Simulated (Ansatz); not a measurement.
**Run report: Zn24O25, geometry relaxation (part 3 of 3)**

The same run, continued: Zn24O25 (defect cell, 49 atoms in the cell); DFT PBE, scalar-relativistic, plane waves, PAW, no spin polarisation (Ansatz 0.2.0); cutoff 420 eV, 2×2×2 k-mesh, Gaussian smearing of 0.01 eV. The structure derives from a Materials Project entry. It belongs to a series of runs on one base structure; here: O interstitial, charge +0, atoms relaxed at the host's cell.

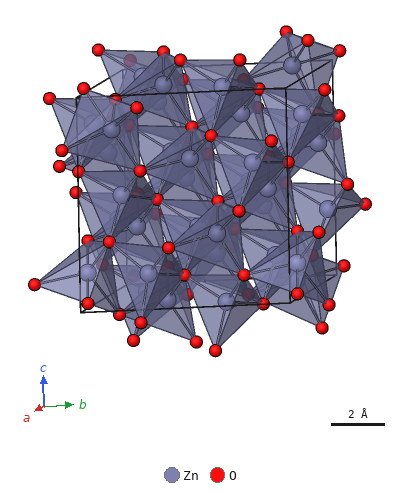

The geometry at step 8 of the log (polyhedral view of the cell of the calculation, seen slightly off an axis; polyhedra are completed across the faces of the cell).

The program's output, continued
```
  atom  45  O      0.00474533    -0.00250890     0.00313870
  atom  46  O      0.00030519     0.00079684     0.00067414
  atom  47  O     -0.00105109     0.00045827    -0.00281738
  atom  48  O     -0.00454543    -0.00285513     0.00313870
  atom  49  O     -0.00000000    -0.00000000    -0.01758026
  max |Σ_I F_I| component: 1.31e-5 eV/Å
--- Band table (eV) ---
  k-point 0: bands = ["-11.1675", "-10.8106", "-10.7076", "-10.6034", "-10.5670", "-10.5576", "-10.4724", "-10.4416", "-10.4085", "-10.3981", ... 58 levels left out ..., "1.5446", "1.5511", "1.5649", "1.5804", "1.5962", "1.6048", "1.6217", "1.6326", "1.6488", "1.6742", "1.7369", "1.7499", "1.7587", "1.7687", "1.7845", "1.7969", "1.8062", "1.8229", "1.8233", "1.8515", "1.8722", "1.8732", "1.8862", "1.9470", "1.9489", "1.9707", "2.0248", "2.0332", "2.0563",
      "2.1012", "2.1294", "2.1414", "2.1603", "2.1650", "2.2251", "2.2615", "2.2714", "2.3082", "2.3232", "2.3385", "2.3468", "2.3574", "2.3685", "2.3693", "2.3781", "2.3905", "2.4012", "2.4070", "2.4103", "2.4202", "2.4328", "2.4467", "2.4623", "2.4627", "2.4658", "2.4808", "2.4832", "2.4953", "2.4990", "2.5060", "2.5109", "2.5249", "2.5286", "2.5306", "2.5459", "2.5486", "2.5509", "2.5586", "2.5671",
      "2.6026", "2.6134", "2.6147", "2.6485", "2.6787", "2.6859", "2.7117", "2.8155", "2.9358", "2.9728", "2.9928", "3.0377", "3.0491", "3.0523", "3.1051", "3.1579", "3.1997", "3.2375", "3.2635", "3.3322", "3.3401", "3.3564", "3.4917", "3.7261", "3.9004", "3.9032", "3.9818", "4.0349", "4.0720", "4.2365", "4.2704", "4.3293", "4.3400", "4.4185", "4.4869", "4.5117", "4.5396", "4.5503", "4.5717", "4.7400",
      "4.7474", "4.7492", "4.8612", "4.9459", "4.9714", "4.9852", "5.1062", "5.1104", "5.1804", "5.1839", "5.1953", "5.2460", "5.2943", "5.3786", "5.4043", "5.5698", "5.5908", "5.6669", "5.6778", "5.6841", "5.7003", "5.7178", "5.7362", "5.7756", "5.8016", "5.8146", "5.8499", "5.8704", "5.9053", "5.9101", "6.0533", "6.0641", "6.1408", "6.1483", "6.1818", "6.1953", "6.2150", "6.2700", "6.6806", "6.6835",
      "6.8188", "6.8191", "6.9263", "8.8507", "10.7148", "10.7532", "10.8147", "11.5624", "11.5912", "11.6268", "11.7473", "12.2670", "12.3160", "12.5345", "12.5690", "12.5783", "12.6743", "13.4060", "13.4257", "13.4643", "13.7813", "13.9965", "14.1522", "14.3003", "14.3615", "14.5357", "14.5491", "14.6271", "14.7163", "14.7995", "14.8023", "14.8743", "14.9209", "15.0078", "15.0344", "15.2022", "15.2085", "15.2821", "15.3082", "15.4877",
      "15.5809", "15.6162", "15.6286", "15.9119", "15.9143", "15.9470", "16.2380", "16.2565", "16.2894", "16.4850", "16.5040"]
  k-point 1: bands = ["-11.1586", "-10.8296", "-10.7005", "-10.6610", "-10.5732", "-10.5204", "-10.4743", "-10.4182", "-10.3982", "-10.3597", ... 58 levels left out ..., "1.5681", "1.5721", "1.5826", "1.5893", "1.5958", "1.6199", "1.6247", "1.6375", "1.6486", "1.6677", "1.6822", "1.6914", "1.7101", "1.7197", "1.7406", "1.7532", "1.7752", "1.8060", "1.8199", "1.8330", "1.8422", "1.8505", "1.8791", "1.8912", "1.8985", "1.9172", "1.9455", "1.9930", "2.0708",
      "2.0761", "2.1182", "2.1357", "2.1574", "2.1799", "2.1989", "2.2621", "2.2946", "2.3041", "2.3200", "2.3332", "2.3391", "2.3517", "2.3602", "2.3741", "2.3829", "2.3883", "2.3945", "2.4015", "2.4171", "2.4278", "2.4429", "2.4522", "2.4621", "2.4679", "2.4709", "2.4829", "2.4903", "2.4974", "2.5069", "2.5199", "2.5228", "2.5343", "2.5396", "2.5517", "2.5619", "2.5654", "2.5709", "2.5762", "2.5886",
      "2.5988", "2.6147", "2.6389", "2.6664", "2.7034", "2.7344", "2.7454", "2.7676", "2.8608", "3.0064", "3.0312", "3.0641", "3.0825", "3.1043", "3.1640", "3.2006", "3.3486", "3.3923", "3.4220", "3.4946", "3.5223", "3.5784", "3.5933", "3.6268", "3.6552", "3.6881", "3.7083", "3.7603", "3.9597", "4.1224", "4.1749", "4.2066", "4.2551", "4.3692", "4.4751", "4.5199", "4.5334", "4.6093", "4.6510", "4.7023",
      "4.7741", "4.8184", "4.8530", "4.8981", "5.0054", "5.0437", "5.0932", "5.1479", "5.1985", "5.2353", "5.2894", "5.3399", "5.3697", "5.4045", "5.4582", "5.5155", "5.5361", "5.5730", "5.6184", "5.6447", "5.6795", "5.7212", "5.7454", "5.7655", "5.7743", "5.8142", "5.8394", "5.8875", "5.9384", "5.9708", "6.0064", "6.0652", "6.1429", "6.1928", "6.2072", "6.2220", "6.2903", "6.3557", "6.5691", "6.6107",
      "6.8036", "6.8534", "6.9091", "9.0287", "10.4359", "10.5150", "10.6283", "11.3904", "11.7904", "11.8145", "12.2396", "12.2796", "12.7157", "12.7427", "12.7803", "12.8599", "12.9260", "13.0137", "13.1568", "13.2579", "13.4036", "13.6760", "14.0375", "14.1302", "14.1526", "14.2664", "14.4200", "14.5402", "14.6298", "14.7478", "14.8215", "14.9598", "15.0753", "15.1506", "15.2372", "15.2925", "15.3380", "15.3698", "15.4066", "15.4713",
      "15.5199", "15.5645", "15.6118", "15.6518", "15.6981", "16.1502", "16.3202", "16.4995", "16.6523", "16.8933", "16.9650"]
--- Relaxed structure (8 steps of the walk, 8 accepted, 0 SCFs on fresh bases) ---
  F+E_penalty+E_count = -93846.10253841 eV   max|allowed force component| = 1.758e-2 eV/Å
  atoms:
    - { symbol: Zn, position: [0.3342999603699288, 0.6689683613832993, 0.4943958672211] }
    - { symbol: Zn, position: [0.6689683613832991, 0.49439586722109996, 0.3342999603699288] }
    - { symbol: Zn, position: [-0.0006817564458787007, 0.834633026871493, 0.6604810920611599] }
    - { symbol: Zn, position: [0.1678916214994301, 0.5165958225370848, 0.8276634395248544] }
    - { symbol: Zn, position: [0.5165958225370847, 0.8276634395248543, 0.16789162149943004] }
    - { symbol: Zn, position: [0.1676138558499737, 0.0029786869433205687, 0.3276335954856079] }
    - { symbol: Zn, position: [0.49439586722109996, 0.3342999603699289, 0.6689683613832992] }
    - { symbol: Zn, position: [0.8346330268714927, 0.6604810920611599, -0.0006817564458785896] }
    - { symbol: Zn, position: [0.8276634395248541, 0.16789162149942993, 0.5165958225370847] }
    - { symbol: Zn, position: [0.3276335954856078, 0.16761385584997365, 0.0029786869433205687] }
    - { symbol: Zn, position: [0.6604810920611599, -0.0006817564458787007, 0.8346330268714929] }
    - { symbol: Zn, position: [0.002978686943320541, 0.3276335954856078, 0.1676138558499737] }
    - { symbol: Zn, position: [0.3291123727693725, 0.5044118266171371, 0.166380484450654] }
    - { symbol: Zn, position: [0.658315704071738, 0.33926222938639616, 0.0005934388746605679] }
    - { symbol: Zn, position: [0.0005934388746606234, 0.6583157040717382, 0.3392622293863963] }
    - { symbol: Zn, position: [0.1663804844506539, 0.32911237276937244, 0.504411826617137] }
    - { symbol: Zn, position: [0.4973144711837512, 0.6722029648846268, 0.8305944103364576] }
    - { symbol: Zn, position: [0.16541360887167728, 0.8453082107060556, 0.0027065804947897787] }
    - { symbol: Zn, position: [0.5044118266171371, 0.16638048445065381, 0.32911237276937244] }
    - { symbol: Zn, position: [0.8305944103364578, 0.4973144711837515, 0.672202964884627] }
    - { symbol: Zn, position: [0.8453082107060554, 0.002706580494789612, 0.16541360887167736] }
    - { symbol: Zn, position: [0.3392622293863962, 0.0005934388746606234, 0.6583157040717382] }
    - { symbol: Zn, position: [0.672202964884627, 0.8305944103364579, 0.4973144711837514] }
    - { symbol: Zn, position: [0.0027065804947898897, 0.16541360887167736, 0.8453082107060554] }
    - { symbol: O, position: [0.4636854015759289, 0.7931152148259986, 0.619836365810498] }
    - { symbol: O, position: [0.7931152148259989, 0.6198363658104982, 0.46368540157592925] }
    - { symbol: O, position: [0.13467555041895385, 0.9560145167648277, 0.7731761522415028] }
    - { symbol: O, position: [0.2888718050094973, 0.6414175907835503, 0.9615699793636494] }
    - { symbol: O, position: [0.64141759078355, 0.9615699793636492, 0.28887180500949705] }
    - { symbol: O, position: [0.2977553110739994, 0.12799617617351383, 0.4545940927434227] }
    - { symbol: O, position: [0.6198363658104982, 0.4636854015759292, 0.7931152148259989] }
    - { symbol: O, position: [0.9560145167648277, 0.7731761522415026, 0.13467555041895357] }
    - { symbol: O, position: [0.9615699793636492, 0.28887180500949705, 0.6414175907835502] }
    - { symbol: O, position: [0.4545940927434228, 0.29775531107399944, 0.12799617617351391] }
    - { symbol: O, position: [0.7731761522415028, 0.13467555041895374, 0.956014516764828] }
    - { symbol: O, position: [0.12799617617351386, 0.45459409274342266, 0.29775531107399944] }
    - { symbol: O, position: [0.46465083135944274, 0.6239124980035946, 0.2915826876887615] }
    - { symbol: O, position: [0.7938345295952238, 0.45385738913826856, 0.12716971041229197] }
    - { symbol: O, position: [0.12716971041229208, 0.7938345295952239, 0.4538573891382687] }
    - { symbol: O, position: [0.2915826876887614, 0.46465083135944263, 0.6239124980035946] }
    - { symbol: O, position: [0.6299129683578593, 0.7891592821445323, 0.9569314690059504] }
    - { symbol: O, position: [0.3171807586575631, 0.9563976763140771, 0.13423174528362447] }
    - { symbol: O, position: [0.6239124980035946, 0.2915826876887614, 0.4646508313594427] }
    - { symbol: O, position: [0.9569314690059505, 0.6299129683578593, 0.7891592821445325] }
    - { symbol: O, position: [0.9563976763140769, 0.1342317452836242, 0.3171807586575631] }
    - { symbol: O, position: [0.45385738913826856, 0.12716971041229186, 0.7938345295952238] }
    - { symbol: O, position: [0.7891592821445323, 0.9569314690059504, 0.6299129683578593] }
    - { symbol: O, position: [0.13423174528362436, 0.31718075865756323, 0.9563976763140771] }
    - { symbol: O, position: [0.04630486570477762, 0.046304865704777626, 0.046304865704777626] }
```

Trajectory as extended XYZ (Å, eV, eV/Å), 2 of the 8 frames kept, from step=1 to step=8
```
49
Lattice="-3.2794 5.6801 5.2932 -3.2794 -5.6801 5.2932 6.5588 -0.0000 5.2932" Properties=species:S:1:pos:R:3:forces:R:3 step=1 energy=-93844.60509
Zn    0.0000   -1.8934    7.9430   -0.0021  -0.0381   0.0224
Zn   -1.6397    0.9467    7.9430   -0.0319   0.0209   0.0224
Zn    1.6397   -4.7334    7.9430   -0.0179   0.0104   0.1631
Zn    3.2794   -1.8934    7.9430   -0.0724  -0.0672   0.0240
Zn   -3.2794   -1.8934    7.9430   -0.0220   0.0963   0.0240
Zn    1.6397    0.9467    2.6498   -0.0145  -0.0144  -0.0201
Zn    1.6397    0.9467    7.9430    0.0341   0.0172   0.0224
Zn   -4.9191    0.9467    7.9430    0.0180   0.0103   0.1631
Zn    0.0000    3.7867    7.9430    0.0944  -0.0291   0.0240
Zn   -1.6397    0.9467    2.6498    0.0197  -0.0054  -0.0201
Zn    3.2794    3.7867    7.9430   -0.0001  -0.0207   0.1631
Zn    0.0000   -1.8934    2.6498   -0.0052   0.0197  -0.0201
Zn   -1.6397   -0.9467    5.2964    0.0326   0.0090  -0.0122
Zn   -3.2794    1.8934    5.2964   -0.0055   0.1339  -0.0710
Zn    0.0000   -3.7867    5.2964   -0.1132  -0.0717  -0.0710
Zn    1.6397   -0.9467    5.2964   -0.0241   0.0238  -0.0122
Zn    1.6397   -0.9467   10.5897   -0.0378   0.0128   0.0065
Zn   -3.2794   -3.7867    5.2964   -0.0116  -0.4479  -0.0903
Zn    0.0000    1.8934    5.2964   -0.0085  -0.0328  -0.0122
Zn    0.0000    1.8934   10.5897    0.0078  -0.0391   0.0065
Zn   -1.6397    4.7334    5.2964   -0.3821   0.2340  -0.0903
Zn    3.2794    1.8934    5.2964    0.1187  -0.0622  -0.0710
Zn   -1.6397   -0.9467   10.5897    0.0300   0.0263   0.0065
Zn    4.9191   -0.9467    5.2964    0.3937   0.2140  -0.0903
O     0.0000   -1.8934    9.9497   -0.0222   0.0444  -0.0085
O    -1.6397    0.9467    9.9497    0.0495  -0.0030  -0.0085
O     1.6397   -4.7334    9.9497   -0.7945   0.4547  -0.6506
O     3.2794   -1.8934    9.9497    0.0124  -0.0798  -0.0274
O    -3.2794   -1.8934    9.9497   -0.0753   0.0291  -0.0274
O     1.6397    0.9467    4.6565   -0.0634  -0.0106  -0.0197
O     1.6397    0.9467    9.9497   -0.0274  -0.0414  -0.0085
O    -4.9191    0.9467    9.9497    0.7910   0.4607  -0.6506
O     0.0000    3.7867    9.9497    0.0629   0.0507  -0.0274
O    -1.6397    0.9467    4.6565    0.0409  -0.0496  -0.0197
O     3.2794    3.7867    9.9497    0.0035  -0.9154  -0.6506
O     0.0000   -1.8934    4.6565    0.0225   0.0602  -0.0197
O    -1.6397   -0.9467    7.3031   -0.0113  -0.0068  -0.0016
O    -3.2794    1.8934    7.3031    0.0370   0.0263  -0.0208
O     0.0000   -3.7867    7.3031   -0.0413   0.0189  -0.0208
O     1.6397   -0.9467    7.3031    0.0115  -0.0064  -0.0016
O     1.6397   -0.9467   12.5963    0.0327  -0.0269  -0.0530
O    -3.2794   -3.7867    7.3031    0.0094   2.2515   1.1501
O     0.0000    1.8934    7.3031   -0.0002   0.0132  -0.0016
O     0.0000    1.8934   12.5963    0.0070   0.0418  -0.0530
O    -1.6397    4.7334    7.3031    1.9451  -1.1339   1.1501
O     3.2794    1.8934    7.3031    0.0042  -0.0452  -0.0208
O    -1.6397   -0.9467   12.5963   -0.0397  -0.0149  -0.0530
O     4.9191   -0.9467    7.3031   -1.9545  -1.1176   1.1501
O     0.0000    0.0000    1.1028    0.0000   0.0000  -1.1738
49
Lattice="-3.2794 5.6801 5.2932 -3.2794 -5.6801 5.2932 6.5588 -0.0000 5.2932" Properties=species:S:1:pos:R:3:forces:R:3 step=8 energy=-93846.10254
Zn   -0.0475   -1.9009    7.9275   -0.0015   0.0031  -0.0065
Zn   -1.6225    0.9916    7.9275    0.0034  -0.0003  -0.0065
Zn    1.5971   -4.7446    7.9104   -0.0023   0.0016  -0.0009
Zn    3.1838   -1.9807    8.0042   -0.0032   0.0069   0.0014
Zn   -3.3072   -1.7669    8.0042    0.0076  -0.0007   0.0014
Zn    1.5894    0.9351    2.6372   -0.0019  -0.0019  -0.0015
Zn    1.6700    0.9094    7.9275   -0.0020  -0.0028  -0.0065
Zn   -4.9075    0.9892    7.9104    0.0025   0.0012  -0.0009
Zn    0.1234    3.7476    8.0042   -0.0044  -0.0063   0.0014
Zn   -1.6046    0.9089    2.6372    0.0027  -0.0007  -0.0015
Zn    3.3104    3.7555    7.9104   -0.0003  -0.0028  -0.0009
Zn    0.0151   -1.8441    2.6372   -0.0007   0.0027  -0.0015
Zn   -1.6422   -0.9957    5.2927    0.0049  -0.0005  -0.0023
Zn   -3.2676    1.8122    5.2836    0.0076   0.0033   0.0026
Zn    0.0643   -3.7359    5.2836   -0.0067   0.0049   0.0026
Zn    1.6834   -0.9243    5.2927   -0.0020   0.0045  -0.0023
Zn    1.6124   -0.9934   10.5871    0.0028  -0.0042  -0.0021
Zn   -3.2968   -3.8619    5.3643    0.0009   0.0018   0.0077
Zn   -0.0412    1.9200    5.2927   -0.0029  -0.0040  -0.0023
Zn    0.0541    1.8931   10.5871    0.0023   0.0045  -0.0021
Zn   -1.6961    4.7860    5.3643    0.0011  -0.0017   0.0077
Zn    3.2032    1.9237    5.2836   -0.0009  -0.0083   0.0026
Zn   -1.6665   -0.8997   10.5871   -0.0051  -0.0003  -0.0021
Zn    4.9929   -0.9242    5.3643   -0.0020  -0.0001   0.0077
O    -0.0562   -1.8712    9.9335    0.0023   0.0032   0.0015
O    -1.5924    0.9842    9.9335    0.0017  -0.0036   0.0015
O     1.4943   -4.6653    9.8659    0.0047  -0.0040   0.0029
O     3.2559   -2.0025   10.0141   -0.0049   0.0070  -0.0034
O    -3.3622   -1.8185   10.0141    0.0085   0.0007  -0.0034
O     1.5854    0.9642    4.6599    0.0030  -0.0012  -0.0014
O     1.6486    0.8869    9.9335   -0.0040   0.0004   0.0015
O    -4.7874    1.0385    9.8659   -0.0058  -0.0021   0.0029
O     0.1062    3.8210   10.0141   -0.0036  -0.0077  -0.0034
O    -1.6277    0.8909    4.6599   -0.0004   0.0032  -0.0014
O     3.2931    3.6267    9.8659    0.0011   0.0061   0.0029
O     0.0424   -1.8551    4.6599   -0.0026  -0.0020  -0.0014
O    -1.6574   -0.9046    7.3054   -0.0024  -0.0048   0.0068
O    -3.2576    1.9311    7.2775   -0.0008  -0.0001   0.0007
O    -0.0436   -3.7867    7.2775    0.0005  -0.0007   0.0007
O     1.6121   -0.9830    7.3054    0.0053   0.0003   0.0068
O     1.6226   -0.9045   12.5767    0.0001  -0.0011  -0.0028
O    -3.2962   -3.6308    7.4519   -0.0002   0.0054   0.0031
O     0.0453    1.8877    7.3054   -0.0029   0.0045   0.0068
O    -0.0280    1.8575   12.5767    0.0009   0.0007  -0.0028
O    -1.4963    4.6700    7.4519    0.0047  -0.0025   0.0031
O     3.3012    1.8556    7.2775    0.0003   0.0008   0.0007
O    -1.5947   -0.9530   12.5767   -0.0011   0.0005  -0.0028
O     4.7924   -1.0392    7.4519   -0.0045  -0.0029   0.0031
O     0.0000    0.0000    0.7353    0.0000   0.0000  -0.0176
```

Key numbers

| quantity | value |
| --- | --- |
| outcome | converged |
| electrons treated | 438 |
| free energy | −93846.1025 eV |
| Fermi energy | 6.881 eV |
| gap on the k-point mesh | 0.06 eV |
| final volume | 591.59 Å³ |
| largest force (length of the vector) at the end | 0.018 eV/Å |
| hardware | 4 threads of Arm Neoverse V1, 24 GiB of memory available, shared host |
| wall time | 3.9 min (CPU time 15 min) |
| peak memory | 1.7 GiB |
